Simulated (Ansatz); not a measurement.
**Al3GaAs4: density, localisation and related maps**

Input file:

```
crystal:
  lattice:
    - [2.0073476998, 1.1589427348, 13.0983209234]
    - [-2.0073476998, 1.1589427348, 13.0983209234]
    - [0.0, -2.3178854696, 13.0983209234]
  atoms:
    - { symbol: Al, position: [0.9999776595, -2.23405e-05, -2.23405e-05] }
    - { symbol: Al, position: [0.2499703433, 0.2499703433, 0.2499703433] }
    - { symbol: Al, position: [0.4998457237, 0.4998457237, 0.4998457237] }
    - { symbol: Ga, position: [0.7501025219, 0.7501025219, 0.7501025219] }
    - { symbol: As, position: [0.3125559839, 0.3125559839, 0.3125559839] }
    - { symbol: As, position: [0.5624704735, 0.5624704735, 0.5624704735] }
    - { symbol: As, position: [0.81259003, 0.81259003, 0.81259003] }
    - { symbol: As, position: [0.0624872642, 0.0624872642, 0.0624872642] }
kpoints:
  mp_grid: { grid: [8, 8, 8] }
  band_path:
    path:
      - [0.0, 0.0, 0.0]
      - [-0.5, -0.5, -0.5]
      - [-0.5, -0.1718858367, -0.8281141633]
      - [-0.1718858367, 0.1718858367, -0.5]
      - [0.0, 0.0, -0.5]
      - [0.0, 0.3359429183, -0.3359429183]
      - [-0.3359429183, 0.0, -0.6640570817]
      - [-0.5, 0.0, -0.5]
    npoints: 1
hamiltonian:
  xc: r2scan
scf:
  occupations: { method: fixed }
  n_extra_bands: 6
output:
  forces: true
  stress: true
  eigenvalues: true
  write_density: true
  write_potential: true
  elf: true
  volumetric_format: npy
```

Command:

```sh
ansatz run input.yaml --threads 4 --pin off --max-ram 6451MiB --backend cpu --events-out ev --progress --plain --runs-dir out
```

Below, planes, directions and counts refer to the conventional cell (a = 4.01 Å, b = 4.01 Å, c = 39.29 Å, α = 90.00°, β = 90.00°, γ = 120.00°).

Space group R3m; started from the ordered alloy on zincblende lattice prototype, which need not be the ambient phase.

All numbers below come from Ansatz, DFT, r2SCAN, plane waves, PAW.

The density is the valence pseudo-density of a PAW calculation; it isn't the true density close to the nuclei.

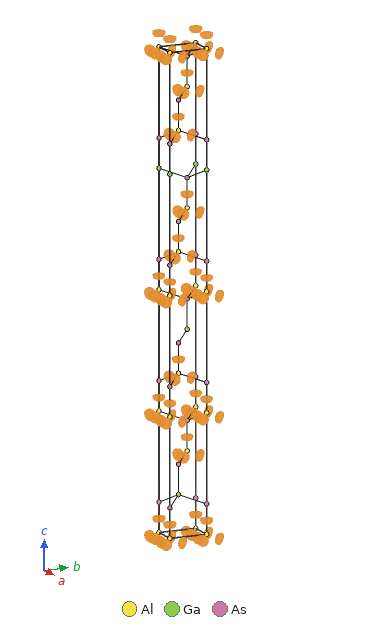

Figure 1. Isosurface of the electron localisation function at 0.85 (orange), seen slightly off an axis. Only the valence region is drawn (cores and ρ < 0.01 e/Å³ removed). Sticks mark near contacts.

What do the ELF domains correspond to?

The surface consists of 36 regions between bonded Al–As atoms (shared pairs), counted in one cell of 24 atoms. Regions shared between cells count once. Profiles from the grid: Al–As (2.46 Å): the ELF peaks at about 0.95 between the atoms, as expected for a covalent bond. Ga–As (2.46 Å): the ELF peaks at about 0.80 between the atoms, as expected for localised, covalent bonding.

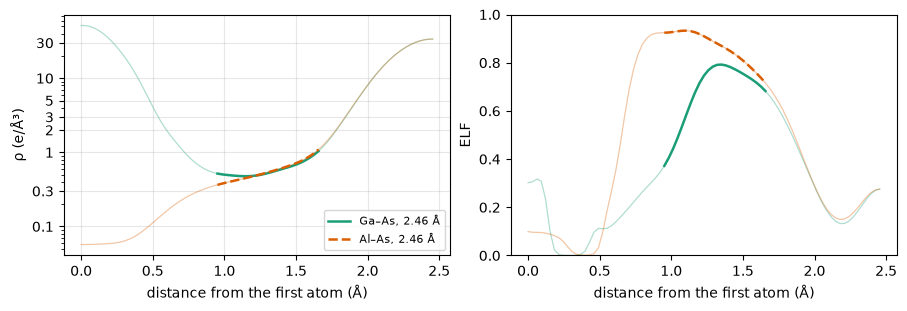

Figure 2. Valence charge density (pseudo) and ELF along straight lines between neighbouring atoms. Thin, pale parts lie inside the atomic spheres.

What can be read from the curves?

Ga–As (2.46 Å): the density is about 0.49 e/Å³ at the midpoint; the ELF peaks at about 0.80 between the atoms (localised, covalent bonding).
Al–As (2.46 Å): ρ at the midpoint is about 0.49 e/Å³; the ELF peaks at about 0.95 between the atoms: localised, covalent bonding.

Metal or insulator at this level of theory?

It is gapped, with a Kohn–Sham gap of 1.7 eV on the k-point mesh (the band edges may lie off the mesh, which would make the gap smaller).
